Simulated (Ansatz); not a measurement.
Run report: Lu, geometry relaxation

System: Lu (P6/mmm, 1 atom in the cell).
Method: DFT, PBE, PAW with Ansatz's default frozen-core files, scalar-relativistic, no spin polarisation (Ansatz 0.2.0).

Its volume is 0.95 times that of the source entry. It belongs to a series of runs on one base structure; here: shape and atoms relaxed at 0.95 of the volume. Figures and captions count atoms from 1; the log counts them from 0 in places.

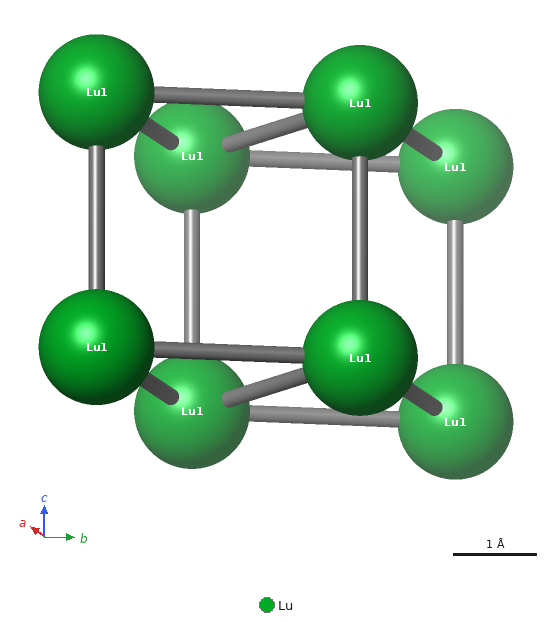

Figure 1. The structure as given in the input (ball-and-stick view of the cell of the calculation, seen at an oblique angle; atoms are numbered from 1 in the order of the input). An atom can appear more than once, as a periodic image. Near neighbours in the periodic cell (some may lie outside the picture): Lu has 8 Lu at 3.22 to 3.25 Å.

## Input
```yaml
crystal:
  lattice:
    - [3.2521977538, 0.0, 0.0]
    - [-1.6260988769, 2.8164858729, 0.0]
    - [0.0, 0.0, 3.2161145414]
  atoms:
    - { symbol: Lu, position: [0.0, 0.0, 0.0] }
kpoints:
  mp_grid: { grid: [13, 13, 12] }
scf:
  occupations: { method: fermi_dirac, width: 0.08 }
hamiltonian:
  xc: pbe
  pseudopotentials: { kind: paw }
output:
  forces: true
  stress: true
  write_density: true
  write_potential: true
  elf: true
  volumetric_format: npy
relax:
  f_tol: 0.005
  max_steps: 30
  cell: { stress_tol: 0.04, fix: [volume] }
```

Launched with:
```bash
ansatz run input.yaml --threads 1 --pin off --max-ram 2048MiB --backend cpu --events-out ev --progress --plain --runs-dir out
```

## Log
```
Engine: ansatz 0.2.0, aarch64-unknown-linux-gnu
Pseudopotentials: kind: paw
Pseudopotential: Lu, paw, valence charge 25, recommended cutoff 420 eV (normal), Lu.paw.azcp
Functional definition: PBE
  parameter kappa = 0.804
  parameter beta = 0.06672455060314922
  exchange = pbe_x(kappa = kappa, mu = beta*pi^2/3)
  correlation = pbe_c(beta = beta)
Crystal: 1 atoms, lattice volume = 29.459 Å³
Basis set: ecut = 420 eV, 599 PW (Γ), exchange–correlation on 48×48×48 points (8 copies of the dense FFT grid, shifted against one another)
Bands: 17, of which v1, the nominal top of the filled ones, is band 13 counted from 1 (12 counted from 0)
Symmetry: 24 space group operations
Space group: P6/mmm (ITA 191), of the structure as read, at distance tolerance 3.1e-5 Å
k-points: 147 of 2028
Non-local potential: Lu, projectors of the file, l = 0: 3, l = 1: 2, l = 2: 2, l = 3: 3
PAW form: soft (Blöchl's): semilocal exchange-correlation on the pseudo side does not see the compensation charge
PAW one-centre angular grid: Lu, 590 points (default); XC on 64 Gauss nodes
Initial density: superposition of atomic densities (neutral atoms: chi_scale 0, normalization atom), corrected by the library's trained network
Initial wavefunctions: pseudopotential atomic-orbital guess
Functional: x = pbe(κ = 0.804, μ = 0.2195149727645171), c = pbe(β = 0.06672455060314922)
SCF iter   1: F=—  HF=-14731.953270 eV  |F-HF|=—  |Δ(HF+E_count)|=         —  Δρ=2.26e-3  dr2=8.03e-4  ethr=1.77e-3  ⟨swp⟩=5.2  Hψ=14067  notcnv=0
preconditioner: auto → none  [metal: Δε(μ)=0.015 eV  Ē_g=13.823 eV  σ=0.080 eV  W_gap=0.05  n_scr=8 (ndim 8)  ℏωp=32.8 eV  f_vac=0.000  D(μ)=2.37/eV (n_scr^D=20)  sad-step TF]
SCF iter   2: F=—  HF=-14731.950471 eV  |F-HF|=—  |Δ(HF+E_count)|=   2.80e-3  Δρ=1.68e-3  dr2=4.47e-4  ethr=3.21e-6  ⟨swp⟩=4.1  Hψ=8428  notcnv=0
SCF iter   3: F=—  HF=-14731.949539 eV  |F-HF|=—  |Δ(HF+E_count)|=   9.32e-4  Δρ=5.56e-4  dr2=6.91e-5  ethr=1.79e-6  ⟨swp⟩=3.4  Hψ=5235  notcnv=0
SCF iter   4: F=—  HF=-14731.949450 eV  |F-HF|=—  |Δ(HF+E_count)|=   8.92e-5  Δρ=1.69e-4  dr2=6.95e-6  ethr=2.76e-7  ⟨swp⟩=2.5  Hψ=5213  notcnv=0
SCF iter   5: F=—  HF=-14731.949448 eV  |F-HF|=—  |Δ(HF+E_count)|=   1.60e-6  Δρ=5.99e-5  dr2=4.93e-7  ethr=2.78e-8  ⟨swp⟩=2.7  Hψ=5336  notcnv=0
SCF iter   6: F=-14731.949448 eV  HF=-14731.949448 eV  |F-HF|=4.00e-10  |Δ(HF+E_count)|=   6.81e-7  Δρ=4.60e-6  dr2=3.24e-9  ethr=4.00e-10  ⟨swp⟩=12.7  Hψ=26925  notcnv=0
SCF 1 converged in 6 iterations: F = -14731.949448 eV  dr2 = 3.24e-9
  greatest PAW one-centre occupation: 0.998 electrons in one spin orbital (limit 2), on the Lu atom at site 0 (counted from 0), in its partial waves of l = 0
relax step   1: F+E_penalty+E_count = -14731.94944761 eV  Δ(F+E_penalty+E_count) = +0.000e0 eV  max|allowed force component| = 0.000e0 eV/Å  Δτ_max = 0.0000 Å  P = +1.968 GPa  Ω = 29.459 Å³  fix = [volume]  reactions: volume +1.968 GPa  (6 SCF iters, dr2 threshold 1.00e-7 eV, accepted)
Initial density: handed on by an earlier stage of this run
Initial wavefunctions: those handed on with the density
iter 1 solved again at ethr=5.72e-7 eV; its pass at ethr=3.10e-3 eV (dr2=1.43e-4 eV) is discarded
SCF iter   1: F=—  HF=-14731.949783 eV  |F-HF|=—  |Δ(HF+E_count)|=         —  Δρ=4.89e-4  dr2=1.26e-4  ethr=5.72e-7  ⟨swp⟩=3.7  Hψ=18516  notcnv=0
preconditioner: auto → none  [metal: Δε(μ)=0.018 eV  Ē_g=13.807 eV  σ=0.080 eV  W_gap=0.05  n_scr=8 (ndim 8)  ℏωp=32.8 eV  f_vac=0.000  D(μ)=2.33/eV (n_scr^D=20)]
SCF iter   2: F=—  HF=-14731.949743 eV  |F-HF|=—  |Δ(HF+E_count)|=   3.94e-5  Δρ=1.63e-4  dr2=3.20e-6  ethr=5.03e-7  ⟨swp⟩=2.0  Hψ=3106  notcnv=0
SCF iter   3: F=—  HF=-14731.949742 eV  |F-HF|=—  |Δ(HF+E_count)|=   1.59e-6  Δρ=4.29e-5  dr2=2.25e-7  ethr=4.00e-10  ⟨swp⟩=13.5  Hψ=28354  notcnv=0
SCF iter   4: F=—  HF=-14731.949742 eV  |F-HF|=—  |Δ(HF+E_count)|=   1.18e-7  Δρ=2.34e-5  dr2=9.69e-8  ethr=4.00e-10  ⟨swp⟩=12.2  Hψ=25557  notcnv=0
SCF iter   5: F=-14731.949742 eV  HF=-14731.949742 eV  |F-HF|=4.20e-9  |Δ(HF+E_count)|=   7.66e-8  Δρ=6.43e-6  dr2=6.27e-9  ethr=3.88e-10  ⟨swp⟩=11.9  Hψ=22154  notcnv=0
SCF 2 converged in 5 iterations: F = -14731.949742 eV  dr2 = 6.27e-9
relax step   2: F+E_penalty+E_count = -14731.94974192 eV  Δ(F+E_penalty+E_count) = -2.943e-4 eV  max|allowed force component| = 0.000e0 eV/Å  Δτ_max = 0.0000 Å  P = +1.910 GPa  Ω = 29.459 Å³  energy of the carried Pulay correction = -3.134e-7 eV  fix = [volume]  reactions: volume +1.910 GPa  (5 SCF iters, dr2 threshold 1.00e-7 eV, accepted)
iter 1 solved again at ethr=1.87e-8 eV; its pass at ethr=3.10e-3 eV (dr2=4.68e-6 eV) is discarded
SCF iter   1: F=—  HF=-14731.949750 eV  |F-HF|=—  |Δ(HF+E_count)|=         —  Δρ=8.97e-5  dr2=4.08e-6  ethr=1.87e-8  ⟨swp⟩=3.7  Hψ=17810  notcnv=0
preconditioner: auto → none  [metal: Δε(μ)=0.015 eV  Ē_g=13.807 eV  σ=0.080 eV  W_gap=0.05  n_scr=8 (ndim 8)  ℏωp=32.8 eV  f_vac=0.000  D(μ)=2.32/eV (n_scr^D=20)]
SCF iter   2: F=—  HF=-14731.949748 eV  |F-HF|=—  |Δ(HF+E_count)|=   1.73e-6  Δρ=3.06e-5  dr2=1.10e-7  ethr=1.63e-8  ⟨swp⟩=2.1  Hψ=3172  notcnv=0
SCF iter   3: F=-14731.949748 eV  HF=-14731.949748 eV  |F-HF|=2.40e-9  |Δ(HF+E_count)|=   3.38e-9  Δρ=8.80e-6  dr2=9.76e-9  ethr=4.69e-11  ⟨swp⟩=11.8  Hψ=22707  notcnv=0
SCF 3 converged in 3 iterations: F = -14731.949748 eV  dr2 = 9.76e-9
  Residual-converged pass: ⟨swp⟩=1.0  Hψ=3092  notcnv=0  max |occ|·‖R‖ = 7.1e-9 eV (tolerance 1.0e-8 eV)  dr2=9.76e-9  dr2_onsite=8.19e-9  max |Δocc| = 3.3e-11
relax step   3: F+E_penalty+E_count = -14731.94974837 eV  Δ(F+E_penalty+E_count) = -6.442e-6 eV  max|allowed force component| = 0.000e0 eV/Å  Δτ_max = 0.0000 Å  P = +1.900 GPa  Ω = 29.459 Å³  energy of the carried Pulay correction = -3.684e-7 eV  fix = [volume]  reactions: volume +1.900 GPa  (3 SCF iters, dr2 threshold 1.17e-8 eV, accepted)
Initial wavefunctions: pseudopotential atomic-orbital guess (no wavefunctions were taken with the density)
iter 1 solved again at ethr=1.62e-7 eV; its pass at ethr=3.10e-3 eV (dr2=4.05e-5 eV) is discarded
SCF iter   1: F=—  HF=-14731.949748 eV  |F-HF|=—  |Δ(HF+E_count)|=         —  Δρ=4.54e-5  dr2=2.41e-8  ethr=1.62e-7  ⟨swp⟩=5.3  Hψ=24824  notcnv=0
SCF iter   2: F=—  HF=-14731.949750 eV  |F-HF|=—  |Δ(HF+E_count)|=   1.86e-6  Δρ=2.31e-5  dr2=9.83e-9  ethr=9.65e-11  ⟨swp⟩=3.9  Hψ=7060  notcnv=0
SCF iter   3: F=—  HF=-14731.949750 eV  |F-HF|=—  |Δ(HF+E_count)|=   3.42e-7  Δρ=1.54e-5  dr2=2.50e-9  ethr=3.93e-11  ⟨swp⟩=3.5  Hψ=5488  notcnv=0
SCF iter   4: F=—  HF=-14731.949750 eV  |F-HF|=—  |Δ(HF+E_count)|=   2.71e-7  Δρ=5.32e-6  dr2=4.26e-10  ethr=9.99e-12  ⟨swp⟩=2.4  Hψ=4332  notcnv=0
SCF iter   5: F=—  HF=-14731.949750 eV  |F-HF|=—  |Δ(HF+E_count)|=   3.49e-8  Δρ=7.98e-7  dr2=1.39e-11  ethr=1.70e-12  ⟨swp⟩=2.3  Hψ=4801  notcnv=0
SCF iter   6: F=-14731.949750 eV  HF=-14731.949750 eV  |F-HF|=1.82e-12  |Δ(HF+E_count)|=  7.46e-10  Δρ=6.34e-8  dr2=3.00e-13  ethr=1.00e-12  ⟨swp⟩=8.9  Hψ=16813  notcnv=0
SCF 4 converged in 6 iterations: F = -14731.949750 eV  dr2 = 3.00e-13
relax step   4: F+E_penalty+E_count = -14731.94975046 eV  Δ(F+E_penalty+E_count) = -2.092e-6 eV  max|allowed force component| = 0.000e0 eV/Å  Δτ_max = 0.0000 Å  P = +1.900 GPa  Ω = 29.459 Å³  fix = [volume]  reactions: volume +1.900 GPa  stress off target by 7.74e-4 GPa on what of the cell is left free  SCF on the basis re-selected at this cell (its energy is not comparable with the rows above)  (6 SCF iters)
```

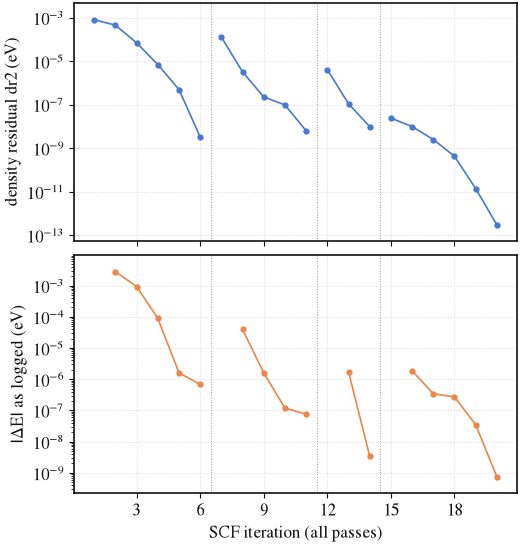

Figure 2. Convergence of the self-consistent field: density residual dr2 and size of the energy change against the SCF iteration. The dotted lines part the SCF passes of the relaxation: geometry steps, rejected trials and re-solves on a re-selected basis. The passes take 6, 5, 3 and 6 iterations.

```
basis re-selected at this cell: Δ(F+E_penalty+E_count) = -2.092e-6 eV, ΔP = -0.000 GPa vs the last step (what re-selecting the basis moved, of the pressure what is left beyond the Pulay correction that the steps carried, after the strain that the cell walked since its last selection, with what the two solves' SCF thresholds leave and, on support functions, any second-order correction that the steps lacked; it is no measure of the basis error at this ecutwfc). This SCF's stress stands 7.74e-4 GPa from its target on what of the cell is left free (relax.cell.stress_tol is 4.00e-2 GPa) and its largest allowed force component is 0.00e0 eV/Å (relax.f_tol is 5.00e-3 eV/Å): within both
SCF converged after 6 iterations
Free energy (F): -14731.949750 eV
Harris-Foulkes:  -14731.949750 eV  (|F-HF|=1.82e-12)
Internal energy: -14731.903189 eV  (E = F + TS)
E sigma→0 (E₀):  -14731.926470 eV
Entropy (-TS):   -0.046561 eV (-46.561 meV/atom)
Fermi energy:    13.481244 eV
--- Per-component energies (eV) ---
  E_band       = -12.818770
  E_kinetic    = 418.386070
  E_local      = -6840.382995  (includes V_loc(G=0)·N_el)
  E_nonlocal   = 577.175744
  E_hartree    = 2869.153528
  E_xc         = -217.793582
  E_vxc        = -257.776696  (∫ρ·V_xc dr)
  E_paw        = -7374.694030  (= ΣΔE_a)
  E_vpaw       = 351.472033  (= ΣTr[D̂ρ^β])
  E_aug_tail   = 0.000036  (compensation charges beyond the density's cutoff)
  E_ewald      = -4163.747960
  E_smearing   = -0.046561  (= −TS)
  E_closure    = 0.000000  (closes the sum)
  Σ components = -14731.949750   (vs F -14731.949750, Δ=0.00e0)
--- Forces (eV/Å), atoms counted from 1 ---
  atom   1  Lu     0.00000000     0.00000000     0.00000000
  max |Σ_I F_I| component: 8.22e-32 eV/Å
--- Stress (GPa, compression-positive) ---
        1.899914      -0.000000      -0.000000
       -0.000000       1.899914       0.000000
       -0.000000       0.000000       1.901075
  P = ⅓ Tr σ = 1.9003 GPa (19.003 kbar)
--- Band table (eV; the first three rows and the last of 147) ---
  k-point 0: bands = ["-42.8256", "-13.3420", "-13.1708", "-13.1708", "7.5915", "8.3648", "8.4181", "8.4222", "8.4222", "8.4488", "8.4488", "8.5289", "13.1134", "15.8814", "15.8814", "20.1551", "20.1551"]
  k-point 1: bands = ["-42.8237", "-13.3801", "-13.1678", "-13.1678", "7.7330", "8.3654", "8.4112", "8.4257", "8.4257", "8.4472", "8.4472", "8.5290", "13.2021", "15.9188", "15.9188", "19.9227", "19.9227"]
  k-point 2: bands = ["-42.8188", "-13.4831", "-13.1597", "-13.1597", "8.1358", "8.3668", "8.3936", "8.4356", "8.4356", "8.4428", "8.4428", "8.5291", "13.4169", "16.0234", "16.0234", "19.3656", "19.3656"]
  k-point 146: bands = ["-42.7518", "-13.7596", "-13.6086", "-13.5153", "8.3853", "8.4069", "8.4249", "8.4339", "8.4395", "8.4415", "8.4941", "12.7986", "13.5562", "15.0230", "15.4773", "19.9256", "20.5339"]
--- Relaxed structure (3 steps of the walk, 3 accepted, 1 SCFs on fresh bases) ---
  F+E_penalty+E_count = -14731.94975046 eV   max|allowed force component| = 0.000e0 eV/Å   (the final SCF, on the basis selected at the relaxed cell)
  cell:  # Å, volume = 29.4589 Å³
    - [3.259896238234426, 6.760168166634933e-34, 0.0]
    - [-1.629948119117213, 2.823152956012341, 0.0]
    - [0.0, 0.0, 3.200942296257882]
  atoms:
    - { symbol: Lu, position: [0.0, 0.0, 0.0] }
```

## File rho_z.tsv
```
# z_ang	rho[e/angstrom^3]
# format = ansatz-planar-average/11
# lattice	3.259896238	0.000000000	0.000000000
# lattice	-1.629948119	2.823152956	0.000000000
# lattice	0.000000000	0.000000000	3.200942296
# sites	1
# site	71	0.000000000	0.000000000	0.000000000
0.000000	3.076360e0
0.133373	2.804399e0
0.266745	2.145540e0
0.400118	1.416963e0
0.533490	8.436171e-1
0.666863	4.795167e-1
0.800236	2.801955e-1
0.933608	1.820501e-1
1.066981	1.355644e-1
1.200353	1.126300e-1
1.333726	1.013587e-1
1.467099	9.628637e-2
1.600471	9.478027e-2
1.733844	9.628637e-2
1.867216	1.013587e-1
2.000589	1.126300e-1
2.133962	1.355644e-1
2.267334	1.820501e-1
2.400707	2.801955e-1
2.534079	4.795167e-1
2.667452	8.436171e-1
2.800825	1.416963e0
2.934197	2.145540e0
3.067570	2.804399e0
```

## File v_z.tsv
```
# z_ang	v_es[eV]	v_tot[eV]
# format = ansatz-planar-average/11
# xc	pbe
# density_cutoff_ev	1680
# datasets	Lu=:simpson_from_first_knot:soft
# lattice	3.259896238	0.000000000	0.000000000
# lattice	-1.629948119	2.823152956	0.000000000
# lattice	0.000000000	0.000000000	3.200942296
# sites	1
# site	71	0.000000000	0.000000000	0.000000000
0.000000	-6.219269e0	-1.977815e1
0.133373	-5.578356e0	-1.898343e1
0.266745	-3.758703e0	-1.670604e1
0.400118	-1.040330e0	-1.326849e1
0.533490	2.197685e0	-9.125953e0
0.666863	5.558521e0	-4.797348e0
0.800236	8.648277e0	-7.951731e-1
0.933608	1.111327e1	2.433456e0
1.066981	1.283035e1	4.693608e0
1.200353	1.399499e1	6.176335e0
1.333726	1.478738e1	7.064221e0
1.467099	1.525048e1	7.524758e0
1.600471	1.540405e1	7.684961e0
1.733844	1.525048e1	7.524758e0
1.867216	1.478738e1	7.064221e0
2.000589	1.399499e1	6.176335e0
2.133962	1.283035e1	4.693608e0
2.267334	1.111327e1	2.433456e0
2.400707	8.648277e0	-7.951731e-1
2.534079	5.558521e0	-4.797348e0
2.667452	2.197685e0	-9.125953e0
2.800825	-1.040330e0	-1.326849e1
2.934197	-3.758703e0	-1.670604e1
3.067570	-5.578356e0	-1.898343e1
```

## Trajectory as extended XYZ (Å, eV, eV/Å), 4 frames, from step=1 to step=4
```
1
Lattice="3.2522 0.0000 0.0000 -1.6261 2.8165 0.0000 0.0000 0.0000 3.2161" Properties=species:S:1:pos:R:3:forces:R:3 step=1 energy=-14731.94945 pressure_GPa=1.97
Lu    0.0000    0.0000    0.0000    0.0000   0.0000   0.0000
1
Lattice="3.2587 0.0000 0.0000 -1.6294 2.8222 0.0000 0.0000 0.0000 3.2032" Properties=species:S:1:pos:R:3:forces:R:3 step=2 energy=-14731.94974 pressure_GPa=1.91
Lu    0.0000    0.0000    0.0000    0.0000   0.0000   0.0000
1
Lattice="3.2599 0.0000 0.0000 -1.6299 2.8232 0.0000 0.0000 0.0000 3.2009" Properties=species:S:1:pos:R:3:forces:R:3 step=3 energy=-14731.94975 pressure_GPa=1.90
Lu    0.0000    0.0000    0.0000    0.0000   0.0000   0.0000
1
Lattice="3.2599 0.0000 0.0000 -1.6299 2.8232 0.0000 0.0000 0.0000 3.2009" Properties=species:S:1:pos:R:3:forces:R:3 step=4 energy=-14731.94975 pressure_GPa=1.90
Lu    0.0000    0.0000    0.0000    0.0000   0.0000   0.0000
```

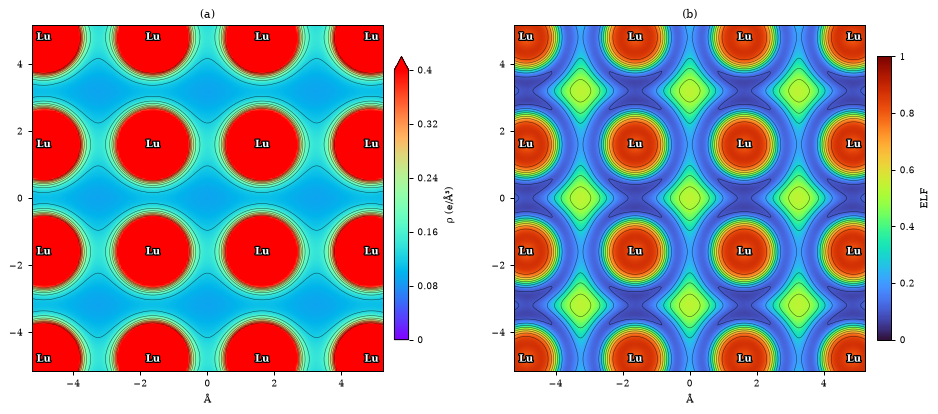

Figure 3. (a) valence electron density; (b) electron localisation function on the (100) plane of the conventional cell. The section cuts through Lu sites. Lu–Lu (3.20 Å): ρ is about 0.11 e/Å³ halfway; the ELF is about 0.10 at the midpoint; no shared electron pair. Lu–Lu (3.26 Å): ρ is about 0.14 e/Å³ halfway; the ELF is about 0.20 at the midpoint; no shared electron pair. Away from the nuclei the density in this plane falls to 0.09 e/Å³ at its lowest. The strong features right at Lu lie inside the PAW spheres (semicore, d or f shells) and say nothing about bonding. In a PAW calculation such maps are meaningful between the atoms, not at the nuclei.

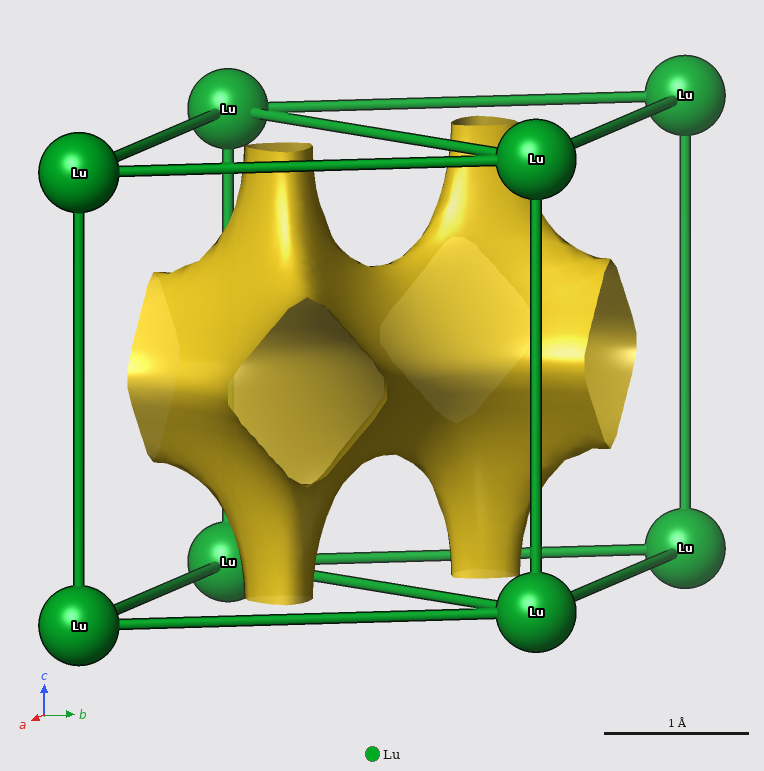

Figure 4. Isosurface of the ELF at 0.4 (yellow), seen slightly off an axis. Only the valence region is drawn (cores and ρ < 0.01 e/Å³ removed). Sticks mark near contacts. The outline is the cell set on symmetry axes. Profiles from the grid: Lu–Lu (3.20 Å): the ELF is about 0.10 at the midpoint (no shared electron pair). Lu–Lu (3.26 Å): the ELF is about 0.20 at the midpoint; no localised pair between them.

## Key numbers

- outcome: converged
- space group (tolerance 0.01 Å): P6/mmm (191)
- electrons treated: 25
- free energy: −14731.9498 eV
- Fermi energy: 13.481 eV
- pressure: 1.90 GPa
- final volume: 29.46 Å³
- largest force (length of the vector) at the end: under 0.001 eV/Å
- final cell: a = 3.260 Å, b = 3.260 Å, c = 3.201 Å, α = 90.00°, β = 90.00°, γ = 120.00°
- hardware: 1 thread of Arm Neoverse V1, 24 GiB of memory available, shared host
- wall time: 21 s
- peak memory: 0.36 GiB
